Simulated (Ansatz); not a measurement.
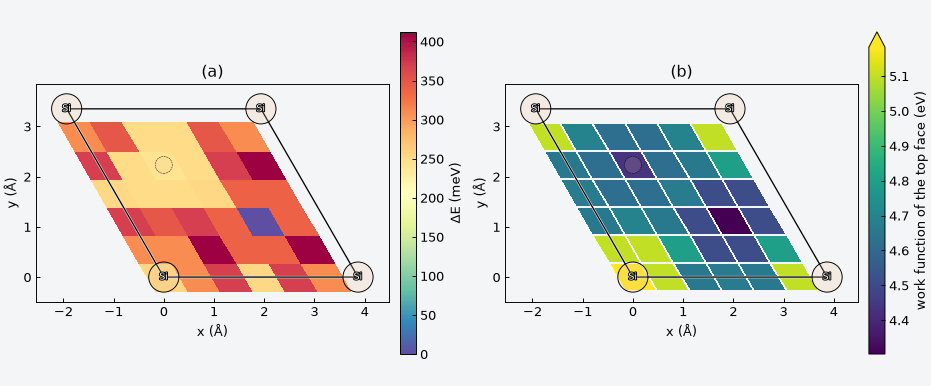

Si on a Si(111) slab cut from the Fd-3m phase, its upper half relaxed before the scan (4 atoms of substrate and one adsorbate in a 1 × 1 cell). 
- Si is moved over the surface cell; relaxed at each place: the height of the adsorbate's atoms; substrate rigid; the origin of the map has the adsorbate above Si4.
- Places are given modulo a cell vector. The map is drawn in real space over the plane of the surface.
- The grid has 6 × 6 points; 10 points were computed and 26 follow by symmetry.
- All energies are given in meV relative to the lowest grid point.
- At some places the adsorbate sinks to or below the level of the top layer. With one adsorbate in each 1 × 1 cell, its nearest image is 3.9 Å away, so neighbouring adsorbates interact.
- Level of theory: DFT PBE, scalar-relativistic, plane waves, PAW (Ansatz). Settings: cutoff 420 eV, k-mesh 9×9×1, gaussian smearing 0.05 eV, spin-polarised.

Panel (a) is the energy; panel (b) is the computed work function of the top face, in eV.

Drawn: one coloured cell a grid point, labelled circles for the atoms of the top layer and small ones for the second layer, the outline of one cell of the plane.

> How does the work function of the top face vary over the map, and what is it at the lowest grid point?

It runs from 4.30 eV at a place at or below the level of the top layer, (4/6, 2/6) of the cell vectors to 5.18 eV at the top site over a surface Si atom, (0/6, 0/6) of the cell vectors. At the lowest grid point, a place at or below the level of the top layer, (4/6, 2/6) of the cell vectors, it is 4.30 eV.

```csv
"second ↓, first →",0/6,1/6,2/6,3/6,4/6,5/6
5/6,5.10,4.70,4.62,4.62,4.70,5.10
4/6,4.66,4.62,4.44,4.62,4.66,4.79
3/6,4.67,4.62,4.62,4.67,4.51,4.51
2/6,4.66,4.70,4.66,4.51,4.30,4.51
1/6,5.10,5.10,4.79,4.51,4.51,4.79
0/6,5.18,5.10,4.66,4.67,4.66,5.10
```

PAW datasets: the set soft_1.
